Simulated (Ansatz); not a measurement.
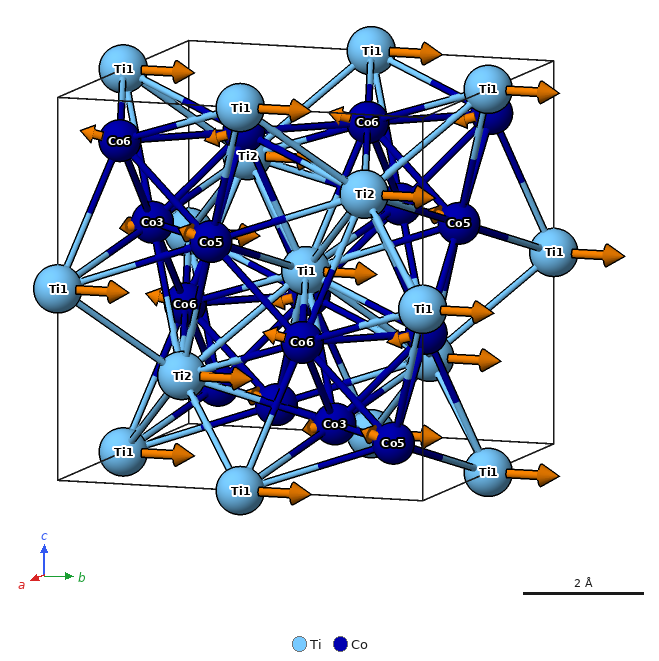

One vibrational mode of solid TiCo$_{2}$ at the zone centre. The orange arrows give the relative displacements of the atoms. A ball-and-stick model of the conventional cell (4 times the calculation's cell), seen slightly off an axis. Lengths and directions refer to the drawn axes.

Level of theory: DFT LDA, scalar-relativistic, plane waves, PAW in Ansatz.

Input
```yaml
crystal:
  lattice:
    - [0.0, 3.2474172317, 3.2474172317]
    - [3.2474172317, 0.0, 3.2474172317]
    - [3.2474172317, 3.2474172317, 0.0]
  atoms:
    - { symbol: Ti, position: [0.5, 0.5, 0.5] }
    - { symbol: Ti, position: [0.75, 0.75, 0.75] }
    - { symbol: Co, position: [0.125, 0.125, 0.125] }
    - { symbol: Co, position: [0.625, 0.125, 0.125] }
    - { symbol: Co, position: [0.125, 0.125, 0.625] }
    - { symbol: Co, position: [0.125, 0.625, 0.125] }
basis:
  ecutwfc: 420
kpoints:
  mp_grid: { grid: [10, 10, 10] }
hamiltonian:
  xc: lda
scf:
  occupations: { method: fermi_dirac, width: 0.15 }
output:
  eigenvalues: true
phonons:
  method: dfpt
  eigenvectors: true
```

Run as
```bash
ansatz run input.yaml --threads 2 --pin off --max-ram 6144MiB --backend cpu --events-out ev --progress --plain --runs-dir out
```

The frequencies depend somewhat on the k-mesh and the smearing.

**What mode is this, and where does it lie in the spectrum?**

This is the T₁u mode (triply degenerate; one member of the set is drawn) at 163 cm⁻¹, optical level 2 of 6, counted from below, infrared-active by symmetry. The kinetic energy is shared as Ti 69 %, Co 31 %. The crystal is a metal, so free carriers screen the infrared response.
